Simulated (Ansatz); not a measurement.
Input

```
crystal:
  lattice:
    - [-2.458910253, 0.0, 0.0]
    - [-1.2294551265, -2.1294787447, 0.0]
    - [0.0, 0.0, 10.6443044874]
  atoms:
    - { symbol: C, position: [0.6666666667, 0.6666666667, 0.168970993] }
    - { symbol: C, position: [1.0, 0.0, 0.8450323552] }
    - { symbol: C, position: [0.3333333333, 0.3333333333, 0.5070016741] }
    - { symbol: C, position: [0.6666666667, 0.6666666667, 0.8450872473] }
    - { symbol: C, position: [1.0, 1.0, 0.5070565662] }
    - { symbol: C, position: [0.3333333333, 0.3333333333, 0.169025885] }
basis:
  ecutwfc: 420
kpoints:
  mp_grid: { grid: [15, 15, 3] }
hamiltonian:
  xc: pbesol
scf:
  occupations: { method: gaussian, width: 0.05 }
output:
  forces: true
  stress: true
  eigenvalues: true
  write_density: true
  write_potential: true
  elf: true
  volumetric_format: npy
```

Launched as:

```sh
ansatz run input.yaml --threads 2 --pin off --max-ram 5120MiB --backend cpu --events-out ev --progress --plain --runs-dir out
```

Below, planes, directions and counts refer to the conventional cell (a = 2.46 Å, b = 2.46 Å, c = 10.64 Å, α = 90.00°, β = 90.00°, γ = 120.00°).

Space group P-3m1.

All numbers below come from DFT PBEsol, scalar-relativistic, plane waves, PAW (Ansatz 0.2.0).

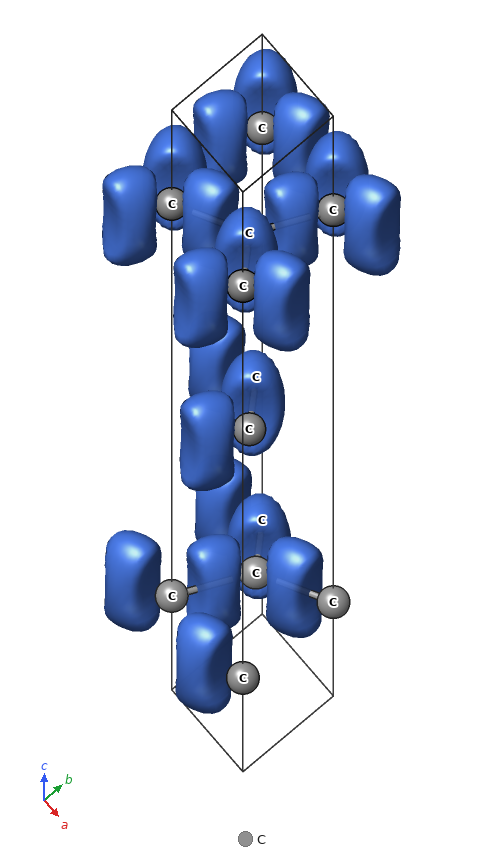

C. Isosurface of the electron localisation function at 0.7 (blue), seen at an oblique angle. Core shells and regions of very low density are left out. Sticks mark near contacts.

In a PAW calculation such maps are meaningful between the atoms, not at the nuclei.

> What do the ELF domains correspond to?

The ELF exceeds this value in nine regions between bonded C–C atoms (shared pairs), counted in one cell of 6 atoms. Regions shared between cells count once. Along the contacts the grid gives the following. C–C (1.42 Å): the ELF peaks at about 0.95 between the atoms: localised, covalent bonding.

> Does the calculation give a band gap?

It is gapped, with a Kohn–Sham gap of 0.44 eV on the k-point mesh (the band edges may lie off the mesh, which would make the gap smaller).
